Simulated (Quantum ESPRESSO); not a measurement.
# H on fcc sites of Pt(111): a series in the coverage, part 2 of 9

Wanted: a table for H on fcc sites of Pt(111) against the coverage, and what can be fitted to it.

Quantum ESPRESSO 7.5; plane-wave DFT, PBE, GBRV ultrasoft pseudopotentials.

So far. Step 2 (Relaxing cell and ions of the reference):  The last row is no step: it is a fresh SCF in the final cell with a new plane-wave basis, -1 meV from the row before. The relaxed cell has a = 3.966 Å (conventional setting).

### Step 3. Ground state of the reference

A bulk run at that cell gives the reference energy and levels.

File ref.bulk.in:

```
&control
  prefix = 'ref.bulk'
  outdir = './out'
  pseudo_dir = './pseudo'
  calculation = 'scf'
  tprnfor = .true.
/
&system
  ibrav = 0
  nat = 1
  ntyp = 1
  ecutwfc = 40
  ecutrho = 200
  occupations = 'smearing'
  smearing = 'mv'
  degauss = 0.02
/
&electrons
  conv_thr = 1e-09
  mixing_beta = 0.4
  electron_maxstep = 120
/
ATOMIC_SPECIES
  Pt  195.0840  pt_pbe_v1.4.uspp.F.UPF
CELL_PARAMETERS angstrom
  0.00000000000000 1.98285865000000 1.98285865000000
  1.98285865000000 0.00000000000000 1.98285865000000
  1.98285865000000 1.98285865000000 0.00000000000000
ATOMIC_POSITIONS crystal
  Pt  0.000000000000 0.000000000000 0.000000000000
K_POINTS automatic
  18 18 18 0 0 0
```

Launch:

```
OMP_NUM_THREADS=1 mpirun -n 16 pw.x -nk 16 -in ref.bulk.in > ref.bulk.out
```

Output:

```text
[banner, memory and clock lines left out]
Program PWSCF v.7.5 starts
[citation notice left out]

[...]
Message from routine setup:
[...]
bravais-lattice index     =            0
     lattice parameter (alat)  =       5.2991  a.u.
     unit-cell volume          =     105.2209 (a.u.)^3
     number of atoms/cell      =            1
     number of atomic types    =            1
     number of electrons       =        16.00
     number of Kohn-Sham states=           12
     kinetic-energy cutoff     =      40.0000  Ry
     charge density cutoff     =     200.0000  Ry
     scf convergence threshold =      1.0E-09
     mixing beta               =       0.4000
     number of iterations used =            8  plain     mixing
     Exchange-correlation=  SLA  PW   PBX  PBC
                           (   1   4   3   4   0   0   0)

[...]
PseudoPot. # 1 for Pt read from file:
     ./pseudo/pt_pbe_v1.4.uspp.F.UPF
     Pseudo is Ultrasoft + core correction, Zval = 16.0
     Generated by new atomic code, or converted to UPF format
     Using radial grid of  985 points,  6 beta functions with:
                l(1) =   0
                l(2) =   0
                l(3) =   1
                l(4) =   1
                l(5) =   2
                l(6) =   2
     Q(r) pseudized with  8 coefficients,  rinner =    1.300   1.300   1.300
                                                       1.300   1.300

     atomic species   valence    mass     pseudopotential
     Pt               16.00   195.08400     Pt( 1.00)

     48 Sym. Ops., with inversion, found

[...]
number of k points=   195  Marzari-Vanderbilt smearing, width (Ry)=  0.0200

     Number of k-points >= 100: set verbosity='high' to print them.

     Dense  grid:     5029 G-vectors     FFT dimensions: (  24,  24,  24)

     Smooth grid:     3647 G-vectors     FFT dimensions: (  24,  24,  24)

     Initial potential from superposition of free atoms

     starting charge      15.5000, renormalised to      16.0000

     negative rho (up, down):  1.912E-01 0.000E+00
     Starting wfcs are   12 randomized atomic wfcs

     per-process dynamical memory:    10.0 Mb

     Self-consistent Calculation

     iteration #  1     ecut=    40.00 Ry     beta= 0.40
     Davidson diagonalization with overlap
     ethr =  1.00E-02,  avg # of iterations =  4.4

     negative rho (up, down):  1.805E-01 0.000E+00

     total energy              =    -210.59338987 Ry
     estimated scf accuracy    <       0.76237894 Ry

     iteration #  2     ecut=    40.00 Ry     beta= 0.40
[...]
negative rho (up, down):  1.784E-01 0.000E+00

[...]
total energy              =    -210.69082017 Ry
     estimated scf accuracy    <       0.01970697 Ry

     iteration #  3     ecut=    40.00 Ry     beta= 0.40
[...]
negative rho (up, down):  1.773E-01 0.000E+00

[...]
total energy              =    -210.69470743 Ry
     estimated scf accuracy    <       0.00118454 Ry

     iteration #  4     ecut=    40.00 Ry     beta= 0.40
[...]
negative rho (up, down):  1.771E-01 0.000E+00

[...]
total energy              =    -210.69475459 Ry
     estimated scf accuracy    <       0.00039602 Ry

     iteration #  5     ecut=    40.00 Ry     beta= 0.40
[...]
negative rho (up, down):  1.771E-01 0.000E+00

[...]
total energy              =    -210.69484425 Ry
     estimated scf accuracy    <       0.00000123 Ry

     iteration #  6     ecut=    40.00 Ry     beta= 0.40
[...]
negative rho (up, down):  1.771E-01 0.000E+00

[...]
total energy              =    -210.69484489 Ry
     estimated scf accuracy    <       0.00000011 Ry

     iteration #  7     ecut=    40.00 Ry     beta= 0.40
[...]
negative rho (up, down):  1.771E-01 0.000E+00

[...]
total energy              =    -210.69484497 Ry
     estimated scf accuracy    <       0.00000003 Ry

     iteration #  8     ecut=    40.00 Ry     beta= 0.40
[...]
negative rho (up, down):  1.771E-01 0.000E+00

[...]
End of self-consistent calculation

     Number of k-points >= 100: set verbosity='high' to print the bands.

     the Fermi energy is    21.5908 ev

!    total energy              =    -210.69484501 Ry
     estimated scf accuracy    <          2.1E-10 Ry
     smearing contrib. (-TS)   =      -0.00050529 Ry
     internal energy E=F+TS    =    -210.69433972 Ry

     The total energy is F=E-TS. E is the sum of the following terms:
     one-electron contribution =     -22.48910163 Ry
     hartree contribution      =      25.31194848 Ry
     xc contribution           =     -56.89776276 Ry
     ewald contribution        =    -156.61942381 Ry

     convergence has been achieved in   8 iterations

     negative rho (up, down):  1.771E-01 0.000E+00

     Forces acting on atoms (cartesian axes, Ry/au):

     atom    1 type  1   force =     0.00000000    0.00000000    0.00000000

     Total force =     0.000000     Total SCF correction =     0.000000

[...]
```

Wall time 1.8 s (16 MPI ranks of Arm Neoverse V2, shared host); peak memory 0.09 GiB.

Read from the output:

```
free energy : -2866.6494 eV
```

### Step 4. Relaxation with pw.x of the reference

The free molecule gives the reference for adsorption energies.

System of this step: H₂ molecule in a box. The cell holds 2 atoms: 2 H. Cell: a = 11.000 Å, b = 11.500 Å, c = 13.000 Å, α = 90.0°, β = 90.0°, γ = 90.0°. Vacuum lies along a, b and c.

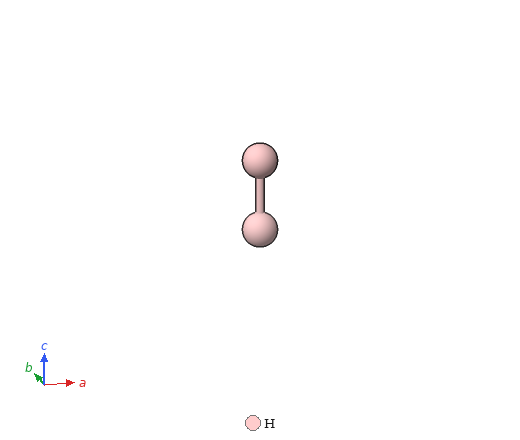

The cell of this step (hydrogen pink).

File ref.gas.in:

```
&control
  prefix = 'ref.gas'
  outdir = './out'
  pseudo_dir = './pseudo'
  nstep = 40
  forc_conv_thr = 0.001
  calculation = 'relax'
/
&system
  ibrav = 0
  nat = 2
  ntyp = 1
  ecutwfc = 40
  ecutrho = 200
  occupations = 'smearing'
  smearing = 'gaussian'
  degauss = 0.002
/
&electrons
  conv_thr = 1e-07
  mixing_beta = 0.4
  electron_maxstep = 120
/
&ions
/
ATOMIC_SPECIES
  H   1.0080  h_pbe_v1.4.uspp.F.UPF
CELL_PARAMETERS angstrom
  11.00000000000000 0.00000000000000 0.00000000000000
  0.00000000000000 11.50000000000000 0.00000000000000
  0.00000000000000 0.00000000000000 13.00000000000000
ATOMIC_POSITIONS crystal
  H   0.500000000000 0.500000000000 0.471153846154
  H   0.500000000000 0.500000000000 0.528846153846
K_POINTS automatic
  1 1 1 0 0 0
```

Launch:

```
OMP_NUM_THREADS=1 mpirun -n 16 pw.x -nk 1 -in ref.gas.in > ref.gas.out
```

Output:

```text
[banner, memory and clock lines left out]
Program PWSCF v.7.5 starts

          URL

     Message from routine setup:
     using ibrav=0 with symmetry is DISCOURAGED, use correct ibrav instead

     bravais-lattice index     =            0
     lattice parameter (alat)  =      20.7870  a.u.
     unit-cell volume          =   11097.6361 (a.u.)^3
     number of atoms/cell      =            2
     number of atomic types    =            1
     number of electrons       =         2.00
     number of Kohn-Sham states=            5
     kinetic-energy cutoff     =      40.0000  Ry
     charge density cutoff     =     200.0000  Ry
     scf convergence threshold =      1.0E-07
     mixing beta               =       0.4000
     number of iterations used =            8  plain     mixing
     energy convergence thresh.=      1.0E-04
     force convergence thresh. =      1.0E-03
     Exchange-correlation=  SLA  PW   PBX  PBC
                           (   1   4   3   4   0   0   0)
     nstep                     =           40

     celldm(1)=  20.786987  celldm(2)=   0.000000  celldm(3)=   0.000000
     celldm(4)=   0.000000  celldm(5)=   0.000000  celldm(6)=   0.000000

     crystal axes: (cart. coord. in units of alat)
               a(1) = (   1.000000   0.000000   0.000000 )
               a(2) = (   0.000000   1.045455   0.000000 )
               a(3) = (   0.000000   0.000000   1.181818 )

     reciprocal axes: (cart. coord. in units 2 pi/alat)
               b(1) = (  1.000000  0.000000  0.000000 )
               b(2) = (  0.000000  0.956522  0.000000 )
               b(3) = (  0.000000  0.000000  0.846154 )

     PseudoPot. # 1 for H  read from file:
     ./pseudo/h_pbe_v1.4.uspp.F.UPF
     Pseudo is Ultrasoft, Zval =  1.0
     Generated by new atomic code, or converted to UPF format
     Using radial grid of  615 points,  2 beta functions with:
                l(1) =   0
                l(2) =   0
     Q(r) pseudized with  8 coefficients,  rinner =    0.700

     atomic species   valence    mass     pseudopotential
     H                 1.00     1.00800     H ( 1.00)

      8 Sym. Ops., with inversion, found

   Cartesian axes

     site n.     atom                  positions (alat units)
         1        H      tau(   1) = (   0.5000000   0.5227273   0.5568182  )
         2        H      tau(   2) = (   0.5000000   0.5227273   0.6250000  )

     number of k points=     1  Gaussian smearing, width (Ry)=  0.0020
                       cart. coord. in units 2pi/alat
        k(    1) = (   0.0000000   0.0000000   0.0000000), wk =   2.0000000

     Dense  grid:   530123 G-vectors     FFT dimensions: (  96, 100, 120)

     Smooth grid:   379275 G-vectors     FFT dimensions: (  90,  90, 100)

     Initial potential from superposition of free atoms

     starting charge       2.0000, renormalised to       2.0000

     negative rho (up, down):  3.734E-04 0.000E+00
     Starting wfcs are    2 randomized atomic wfcs +    3 random wfcs

     per-process dynamical memory:    21.9 Mb

     Self-consistent Calculation

     iteration #  1     ecut=    40.00 Ry     beta= 0.40
     Davidson diagonalization with overlap
     ethr =  1.00E-02,  avg # of iterations =  7.0

     negative rho (up, down):  6.838E-04 0.000E+00

     total energy              =      -2.33997634 Ry
     estimated scf accuracy    <       0.11156298 Ry

     iteration #  2     ecut=    40.00 Ry     beta= 0.40
     Davidson diagonalization with overlap
     ethr =  5.58E-03,  avg # of iterations =  1.0

     negative rho (up, down):  9.467E-04 0.000E+00

     total energy              =      -2.32678332 Ry
     estimated scf accuracy    <       0.02747960 Ry

     iteration #  3     ecut=    40.00 Ry     beta= 0.40
     Davidson diagonalization with overlap
     ethr =  1.37E-03,  avg # of iterations =  2.0

     negative rho (up, down):  1.041E-03 0.000E+00

     total energy              =      -2.33005095 Ry
     estimated scf accuracy    <       0.00009308 Ry

     iteration #  4     ecut=    40.00 Ry     beta= 0.40
     Davidson diagonalization with overlap
     c_bands:  3 eigenvalues not converged
     ethr =  4.65E-06,  avg # of iterations = 20.0

     negative rho (up, down):  1.119E-03 0.000E+00

     total energy              =      -2.33004472 Ry
     estimated scf accuracy    <       0.00008326 Ry

     iteration #  5     ecut=    40.00 Ry     beta= 0.40
     Davidson diagonalization with overlap
     c_bands:  1 eigenvalues not converged
     ethr =  4.16E-06,  avg # of iterations = 20.0

     negative rho (up, down):  1.200E-03 0.000E+00

     End of self-consistent calculation

          k = 0.0000 0.0000 0.0000 ( 47391 PWs)   bands (ev):

   -10.3212  -0.2758   0.1841   0.6302   0.7317

     the Fermi energy is    -4.7948 ev

!    total energy              =      -2.33005442 Ry
     estimated scf accuracy    <       0.00000007 Ry
     smearing contrib. (-TS)   =      -0.00000000 Ry
     internal energy E=F+TS    =      -2.33005442 Ry

     The total energy is F=E-TS. E is the sum of the following terms:
     one-electron contribution =      -3.97240809 Ry
     hartree contribution      =       2.10899166 Ry
     xc contribution           =      -1.37333088 Ry
     ewald contribution        =       0.90669289 Ry

     convergence has been achieved in   5 iterations

     Forces acting on atoms (cartesian axes, Ry/au):

     atom    1 type  1   force =     0.00000000    0.00000000   -0.01656851
     atom    2 type  1   force =     0.00000000    0.00000000    0.01656851

     Total force =     0.023431     Total SCF correction =     0.000076

     BFGS Geometry Optimization
     Energy error            =      5.5E-04 Ry
     Gradient error          =      1.7E-02 Ry/Bohr

     number of scf cycles    =   1
     number of bfgs steps    =   0

     energy             new  =      -2.3300544213 Ry

     new trust radius        =       0.0165685131 bohr
     new conv_thr            =       0.0000001000 Ry

ATOMIC_POSITIONS (crystal)
H                0.5000000000        0.5000000000        0.4704794093
H                0.5000000000        0.5000000000        0.5295205907

     XML data file
     NEW-OLD atomic charge density approx. for the potential

     negative rho (up, down):  1.193E-03 0.000E+00

     per-process dynamical memory:    34.1 Mb

     Self-consistent Calculation

     iteration #  1     ecut=    40.00 Ry     beta= 0.40
     Davidson diagonalization with overlap
     c_bands:  1 eigenvalues not converged
     ethr =  1.00E-06,  avg # of iterations = 20.0

     negative rho (up, down):  1.181E-03 0.000E+00

     total energy              =      -2.33019166 Ry
     estimated scf accuracy    <       0.00007782 Ry

     iteration #  2     ecut=    40.00 Ry     beta= 0.40
     Davidson diagonalization with overlap
     ethr =  3.89E-06,  avg # of iterations = 12.0

     negative rho (up, down):  1.176E-03 0.000E+00

     total energy              =      -2.33018665 Ry
     estimated scf accuracy    <       0.00001832 Ry

     iteration #  3     ecut=    40.00 Ry     beta= 0.40
     Davidson diagonalization with overlap
     ethr =  9.16E-07,  avg # of iterations =  2.0

     negative rho (up, down):  1.175E-03 0.000E+00

     total energy              =      -2.33018869 Ry
     estimated scf accuracy    <       0.00000016 Ry

     iteration #  4     ecut=    40.00 Ry     beta= 0.40
     Davidson diagonalization with overlap
     ethr =  8.03E-09,  avg # of iterations =  2.0

     negative rho (up, down):  1.172E-03 0.000E+00

     End of self-consistent calculation

          k = 0.0000 0.0000 0.0000 ( 47391 PWs)   bands (ev):

   -10.2388  -0.2785   0.1441   0.6271   0.6751

     the Fermi energy is    -4.7819 ev

!    total energy              =      -2.33018871 Ry
     estimated scf accuracy    <       0.00000002 Ry
     smearing contrib. (-TS)   =      -0.00000000 Ry
     internal energy E=F+TS    =      -2.33018871 Ry

     The total energy is F=E-TS. E is the sum of the following terms:
     one-electron contribution =      -3.92809960 Ry
     hartree contribution      =       2.08615276 Ry
     xc contribution           =      -1.36271632 Ry
     ewald contribution        =       0.87447445 Ry

     convergence has been achieved in   4 iterations

     Forces acting on atoms (cartesian axes, Ry/au):

     atom    1 type  1   force =     0.00000000    0.00000000    0.00803632
     atom    2 type  1   force =     0.00000000    0.00000000   -0.00803632

     Total force =     0.011365     Total SCF correction =     0.000039
     Energy error            =      1.3E-04 Ry
     Gradient error          =      8.0E-03 Ry/Bohr

     number of scf cycles    =   2
     number of bfgs steps    =   1

     energy             old  =      -2.3300544213 Ry
     energy             new  =      -2.3301887063 Ry

     CASE: energy            _new < energy            _old

     new trust radius        =       0.0054115350 bohr
     new conv_thr            =       0.0000000013 Ry

ATOMIC_POSITIONS (crystal)
H                0.5000000000        0.5000000000        0.4706996909
H                0.5000000000        0.5000000000        0.5293003091

     XML data file
     NEW-OLD atomic charge density approx. for the potential

     negative rho (up, down):  1.173E-03 0.000E+00

     per-process dynamical memory:    36.2 Mb

     Self-consistent Calculation

     iteration #  1     ecut=    40.00 Ry     beta= 0.40
     Davidson diagonalization with overlap
     ethr =  1.00E-06,  avg # of iterations =  2.0

     negative rho (up, down):  1.177E-03 0.000E+00

     total energy              =      -2.33023453 Ry
     estimated scf accuracy    <       0.00000816 Ry

     iteration #  2     ecut=    40.00 Ry     beta= 0.40
     Davidson diagonalization with overlap
     ethr =  4.08E-07,  avg # of iterations =  1.0

     negative rho (up, down):  1.179E-03 0.000E+00

     total energy              =      -2.33023381 Ry
     estimated scf accuracy    <       0.00000212 Ry

     iteration #  3     ecut=    40.00 Ry     beta= 0.40
     Davidson diagonalization with overlap
     ethr =  1.06E-07,  avg # of iterations =  2.0

     negative rho (up, down):  1.180E-03 0.000E+00

     total energy              =      -2.33023410 Ry
     estimated scf accuracy    <       0.00000003 Ry

     iteration #  4     ecut=    40.00 Ry     beta= 0.40
     Davidson diagonalization with overlap
     ethr =  1.32E-09,  avg # of iterations =  2.0

     negative rho (up, down):  1.181E-03 0.000E+00

     total energy              =      -2.33023410 Ry
     estimated scf accuracy    <       0.00000004 Ry

     iteration #  5     ecut=    40.00 Ry     beta= 0.40
     Davidson diagonalization with overlap
     ethr =  1.32E-09,  avg # of iterations =  2.0

     negative rho (up, down):  1.182E-03 0.000E+00

     End of self-consistent calculation

          k = 0.0000 0.0000 0.0000 ( 47391 PWs)   bands (ev):

   -10.2668  -0.2786   0.1570   0.6265   0.6760

     the Fermi energy is    -4.7954 ev

!    total energy              =      -2.33023409 Ry
     estimated scf accuracy    <          2.0E-11 Ry
     smearing contrib. (-TS)   =      -0.00000000 Ry
     internal energy E=F+TS    =      -2.33023409 Ry

     The total energy is F=E-TS. E is the sum of the following terms:
     one-electron contribution =      -3.94251665 Ry
     hartree contribution      =       2.09364958 Ry
     xc contribution           =      -1.36620125 Ry
     ewald contribution        =       0.88483422 Ry

     convergence has been achieved in   5 iterations

     Forces acting on atoms (cartesian axes, Ry/au):

     atom    1 type  1   force =     0.00000000    0.00000000    0.00030169
     atom    2 type  1   force =     0.00000000    0.00000000   -0.00030169

     Total force =     0.000427     Total SCF correction =     0.000001
     Energy error            =      4.5E-05 Ry
     Gradient error          =      3.0E-04 Ry/Bohr

     bfgs converged in   3 scf cycles and   2 bfgs steps
     (criteria: energy <  1.0E-04 Ry, force <  1.0E-03 Ry/Bohr)

     End of BFGS Geometry Optimization

     Final energy             =      -2.3302340898 Ry

     File ./out/ref.gas.bfgs deleted, as requested
Begin final coordinates

ATOMIC_POSITIONS (crystal)
H                0.5000000000        0.5000000000        0.4706996909
H                0.5000000000        0.5000000000        0.5293003091
End final coordinates

     XML data file, charge density, pseudopotentials, collected wavefunctions

                                        0.00s GPU  (     110 calls)
```

Elapsed: 2 s, on 16 MPI ranks; peak memory 0.09 GiB.

Relaxation path:

```tsv
step	energy less that of the first step (eV)	largest force (eV/Å)
1	0.0000	0.4260
2	-0.0018	0.2066
3	-0.0024	0.0078
```

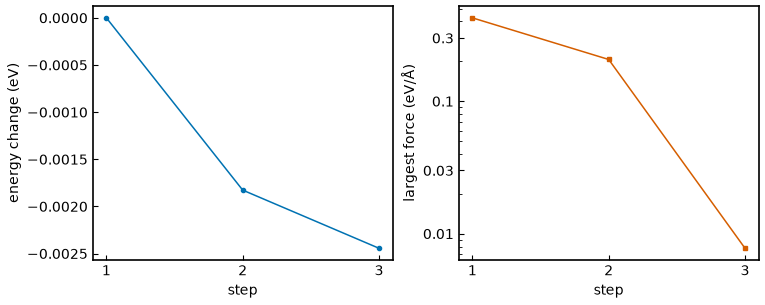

Energy and largest force along the relaxation.

Final coordinates:

```cif
data_structure
_symmetry_space_group_name_H-M 'P 1'
_symmetry_Int_Tables_number 1
_cell_length_a 11.0000
_cell_length_b 11.5000
_cell_length_c 13.0000
_cell_angle_alpha 90.000
_cell_angle_beta 90.000
_cell_angle_gamma 90.000
_cell_volume 1644.50
loop_
_atom_site_label
_atom_site_type_symbol
_atom_site_fract_x
_atom_site_fract_y
_atom_site_fract_z
_atom_site_occupancy
H1 H 0.50000 0.50000 0.47070 1
H2 H 0.50000 0.50000 0.52930 1
```

The relaxation lowers the energy by 1 meV an atom.

Numbers from this step:

* free energy: -31.70 eV
* Fermi energy: -4.795 eV

(Part 2 of 9 ends here.)

[Logs are printed without paths, hosts, clocks, repeated set-up lines and the standing remarks that a program may print on its own settings, such as how far it seeks lower states.]

[Hosts, paths, dates, database ids (printed as entryN), source tags and the programs' standing remarks are cut or masked in the printed files.]

[Maps of the electrostatic potential energy from Ansatz leave out the sawtooth potential of an applied field or a dipole correction, so their vacuum need not be flat; planar profiles and work functions include it.]
